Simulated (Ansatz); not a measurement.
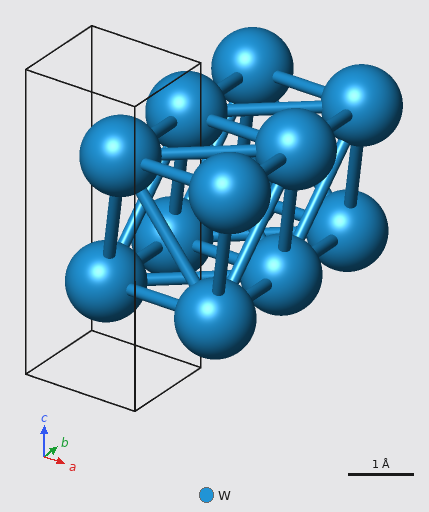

Starting structure of solid W (built on the hcp_194 type) (coarse preliminary run). Style: ball-and-stick. Shown: the cell of the calculation, repeated 2 × 3 × 1 with one cell outlined, slightly off an axis.

Case: hcp type (P6_3/mmc, No. 194).

These are results of Ansatz, DFT PBEsol, scalar-relativistic, plane waves, PAW, not measurements.

The input:
```yaml
crystal:
  lattice:
    - [2.7519163835, 0.0, 0.0]
    - [-1.3759581918, 2.3832294972, 0.0]
    - [0.0, 0.0, 4.9168520391]
  atoms:
    - { symbol: W, position: [0.3333333333, 0.6666666667, 0.25] }
    - { symbol: W, position: [0.6666666667, 0.3333333333, 0.75] }
basis:
  ecutwfc: 420
kpoints:
  mp_grid: { grid: [9, 9, 4] }
hamiltonian:
  xc: pbesol
scf:
  occupations: { method: gaussian, width: 0.1 }
  lower_state_search: "off"
output:
  forces: true
  stress: true
  eigenvalues: true
relax:
  adjacent_minimum: "off"
  f_tol: 0.04
  max_steps: 70
  cell: { stress_tol: 0.4 }
```

What does the optimiser find from here?

Answer. The atoms keep their places relative to the cell (all moves are under 0.005 Å). Cell: a = b 2.752 → 2.755 Å (+0.1 %), c 4.917 → 4.891 Å (−0.5 %). Volume −0.3 %. Near-neighbour distances that change, for instance: W1–W2 2.927 → 2.917 Å. The space group stays P6_3/mmc (No. 194). Over 1 accepted move (3 points after the start) the energy falls by 1.4 meV per cell of the calculation. All forces vanish by symmetry, so only the cell relaxes. Pressure: −0.59 GPa at the start and 0.04 GPa at the end. The line search rejected the trial step at point 1 of the run. The SCF was repeated once at an unchanged geometry on a basis and grid sized afresh for the cell, which shifted the energy by less than 0.05 meV per cell of the calculation at most.

Step by step:

```tsv
step	E − E(0), meV/atom	pressure, GPa	volume, Å³/atom	note
0	0.00	-0.59	16.123	
1	3.10	2.76	15.898	rejected
2	-0.71	0.04	16.073	
3	-0.70	0.04	16.073	same geometry, new basis
```

Final geometry:

```
W
1.0
     2.75493    0.00000    0.00000
    -1.37747    2.38584    0.00000
     0.00000    0.00000    4.89064
W
2
Direct
  0.33333 0.66667 0.25000
  0.66667 0.33333 0.75000
```
